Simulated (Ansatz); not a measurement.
Si$_{3}$N$_{4}$

The calculation's input:

```
crystal:
  lattice:
    - [0.0, 3.83825, 3.83825]
    - [3.83825, 0.0, 3.83825]
    - [3.83825, 3.83825, 0.0]
  atoms:
    - { symbol: Si, position: [0.625, 0.625, 0.625] }
    - { symbol: Si, position: [0.125, 0.625, 0.625] }
    - { symbol: Si, position: [0.625, 0.625, 0.125] }
    - { symbol: Si, position: [0.625, 0.125, 0.625] }
    - { symbol: Si, position: [0.0, 0.0, 0.0] }
    - { symbol: Si, position: [0.25, 0.25, 0.25] }
    - { symbol: "N", position: [0.3824, 0.3824, 0.3824] }
    - { symbol: "N", position: [0.3972, 0.8676, 0.8676] }
    - { symbol: "N", position: [0.3824, 0.3824, 0.8528] }
    - { symbol: "N", position: [0.8676, 0.3972, 0.8676] }
    - { symbol: "N", position: [0.8528, 0.3824, 0.3824] }
    - { symbol: "N", position: [0.8676, 0.8676, 0.8676] }
    - { symbol: "N", position: [0.3824, 0.8528, 0.3824] }
    - { symbol: "N", position: [0.8676, 0.8676, 0.3972] }
scf:
  occupations: { method: fixed }
output:
  forces: true
  stress: true
  eigenvalues: true
  write_density: true
  write_potential: true
  elf: true
  volumetric_format: npy
hamiltonian:
  xc: lda
kpoints:
  mp_grid: { grid: [6, 6, 6] }
basis:
  ecutwfc: 600
relax:
  f_tol: 0.002
  max_steps: 60
  cell: { stress_tol: 0.02 }
```

Command:

```sh
ansatz run input.yaml --threads 4 --pin off --max-ram 10240MiB --backend cpu --events-out ev --progress --plain --runs-dir out
```

Below, planes, directions and counts refer to the conventional cell (a = 7.69 Å, b = 7.69 Å, c = 7.69 Å, α = 90.00°, β = 90.00°, γ = 90.00°).

The fields are those of the relaxed geometry.

Space group Fd-3m.

Method: DFT LDA, scalar-relativistic, plane waves, PAW in Ansatz.

Core electrons are frozen (PAW), and the valence fields are smoothed inside the atomic spheres.

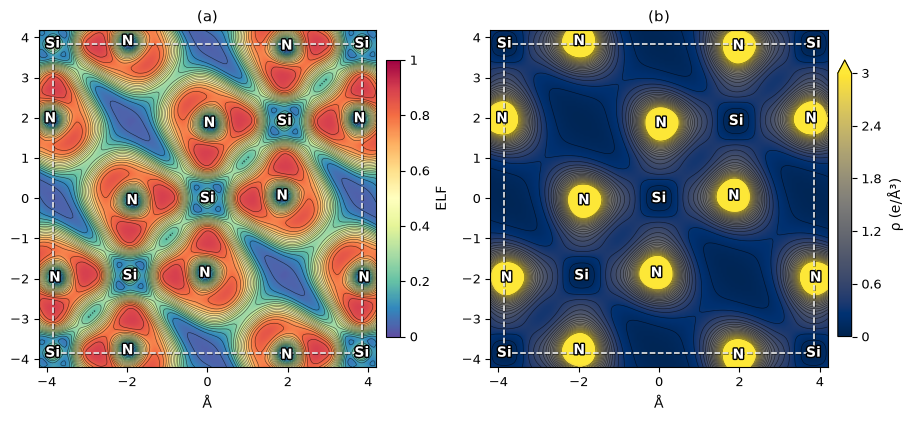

Figure 1. (a) ELF; (b) valence electron density on the (010) plane of the conventional cell.

Q: What do the fields say about this system?

A:
- The section cuts through Si and N sites.
- Si–N (1.87 Å): the density is about 0.86 e/Å³ at the midpoint; the ELF peaks at about 0.90 between the atoms.
- Between the atoms the lowest density in this plane is 0.06 e/Å³.

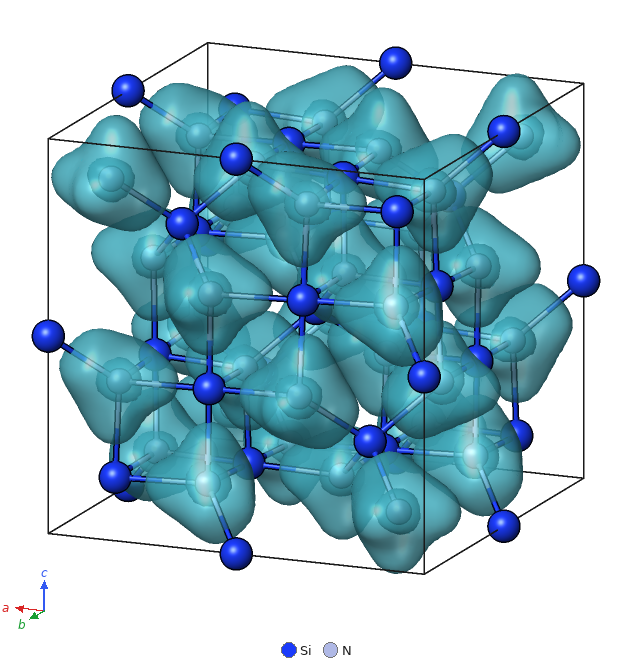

Figure 2. Isosurface of the ELF at 0.65 (cyan), seen at an oblique angle. Core shells and regions of very low density are left out. Sticks mark near contacts.

Q: Identify the bonds, lone pairs and shells in this picture.

A: The ELF exceeds this value in 32 regions on N in which the atom's valence shell and bonds are merged, counted in one cell of 56 atoms. Regions shared between cells count once. Profiles from the grid: Si–N (1.76 Å): the ELF peaks at about 0.90 between the atoms: a polar covalent bond.

Q: Does the calculation make it a metal, or give it a gap?

A: It is gapped, with a Kohn–Sham gap of 3.4 eV on the k-point mesh (the band edges may lie off the mesh, which would make the gap smaller).
